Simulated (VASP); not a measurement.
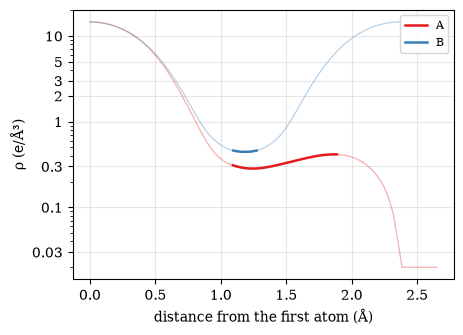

Figure 1: V$_{3}$Si. Valence charge density (pseudo) along straight lines between neighbouring atoms. Thin, pale parts lie inside the atomic spheres.

Space group Pm-3n; computed pressure about −4 GPa in this cell; spin-polarised.

Computed with Kohn-Sham DFT of a periodic cell, PBE, VASP PAW PBE potentials, recommended (VASP 6.6.1).

In a PAW calculation such maps are meaningful between the atoms, not at the nuclei.

> Which curve belongs to which contact (V–Si and V–V)? The first atom named is at distance zero.

Curve A: V–Si (2.65 Å): the density is about 0.29 e/Å³ at the midpoint. Curve B: V–V (2.37 Å): the density is about 0.44 e/Å³ at the midpoint.
